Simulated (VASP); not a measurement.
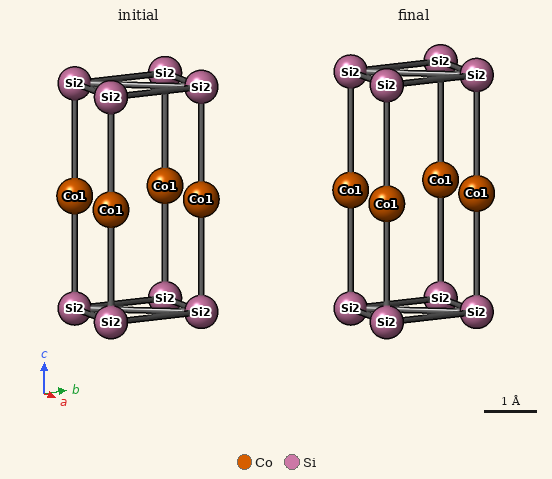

The structure of crystalline CoSi (a generated structure, set up in P6/mmm) before (left) and after (right) a relaxation, at one scale.

The picture is a ball-and-stick view of the cell of the calculation, seen slightly off an axis.

The run lets cell and atoms move.

Method: VASP 6.6.1, Kohn-Sham DFT of a periodic cell, PBE, VASP PAW PBE potentials, recommended.

The input:
```
SYSTEM = CoSi
PREC = Normal
ENCUT = 520
EDIFF = 1E-4
ISMEAR = 0
SIGMA = 0.15
LREAL = .False.
LASPH = .True.
NELM = 60
ALGO = Fast
ISIF = 3
LWAVE = .False.
LCHARG = .False.
ISPIN = 2
MAGMOM = 2 0
LORBIT = 11
LMAXMIX = 4
GGA = PE
IBRION = 2
NSW = 24
EDIFFG = -0.08
```

Command:
```bash
cat potpaw_PBE.64/Co/POTCAR potpaw_PBE.64/Si/POTCAR > POTCAR
mpirun -np 1 vasp_std > vasp.out
```

Summarise the run.

Over 7 geometry steps the energy falls by 27.4 meV per atom. All forces vanish by symmetry, so only the cell relaxes. Pressure: 8.54 GPa at the start and −0.11 GPa at the end. No atom moves by more than 0.005 Å relative to the cell. Cell: a = b 2.547 → 2.534 Å (−0.5 %), c 4.425 → 4.658 Å (+5.3 %). Volume +4.2 %. Near-neighbour distances that change, for instance: Co1–Si2 2.212 → 2.329 Å, Si2–Si2 2.547 → 2.534 Å. The space group stays P6/mmm (No. 191).
